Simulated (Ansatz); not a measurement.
System: NaCl, space group Fm-3m (No. 225).

Starting cell:
```xyz
2
Lattice="0.0000 2.8317 2.8317 2.8317 0.0000 2.8317 2.8317 2.8317 0.0000" Properties=species:S:1:pos:R:3 pbc="T T T"
Na    0.0000    0.0000    0.0000
Cl    2.8317    2.8317    2.8317
```

Calculation (Ansatz 0.2.0): biaxial strain in the xy plane and strain along z of a crystal, fractional coordinates fixed, by plane-wave density functional theory with PAW datasets, free energies less that of the undisturbed cell. Level: PBE, no spin polarisation.

wave cutoff 420 eV; k mesh 8×8×8; occupations Gaussian; smearing width 0.05 eV; k shift (0, 0, 0) (mesh steps); start as given.

Predict the map of the energy change over strain zz and strain xx = yy. The grid: strain zz −0.08, −0.04, 0, 0.04, 0.08 ; strain xx = yy −0.08, −0.04, 0, 0.04, 0.08.

At the origin the energy is lower than all eight neighbouring grid points, so a minimum lies at or close to the given structure. The energy change is least, 0 meV/atom, at strain zz of 0 and strain xx = yy of 0, and largest, 154 meV/atom, at strain zz of −0.08 and strain xx = yy of −0.08. Near the origin the softest direction lies along strain zz, turned by about 16° so that strain xx = yy takes the opposite sign; the curvature across the valley is 3.0 times that along it.

Energy change (meV/atom); rows strain xx = yy, columns strain zz:
|  | −0.08 | −0.04 | 0 | 0.04 | 0.08 |
| --- | --- | --- | --- | --- | --- |
| −0.08 | 154 | 112 | 91 | 83 | 83 |
| −0.04 | 73 | 37 | 22 | 19 | 24 |
| 0 | 39 | 9 | 0 | 3 | 12 |
| 0.04 | 34 | 11 | 8 | 15 | 29 |
| 0.08 | 48 | 31 | 33 | 46 | 64 |

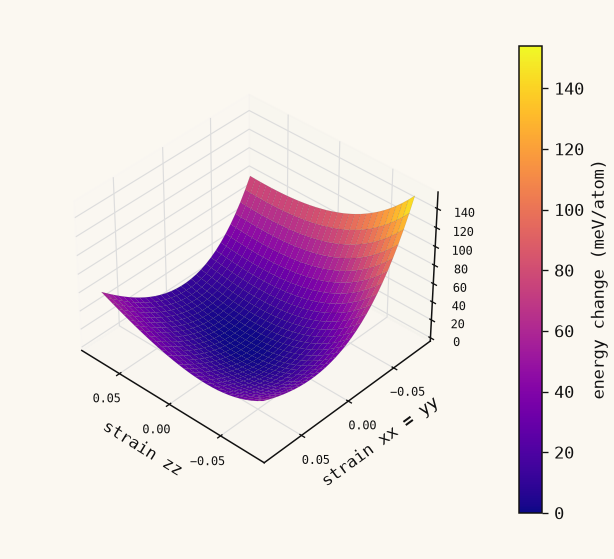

Note: reference crystal is not relaxed.
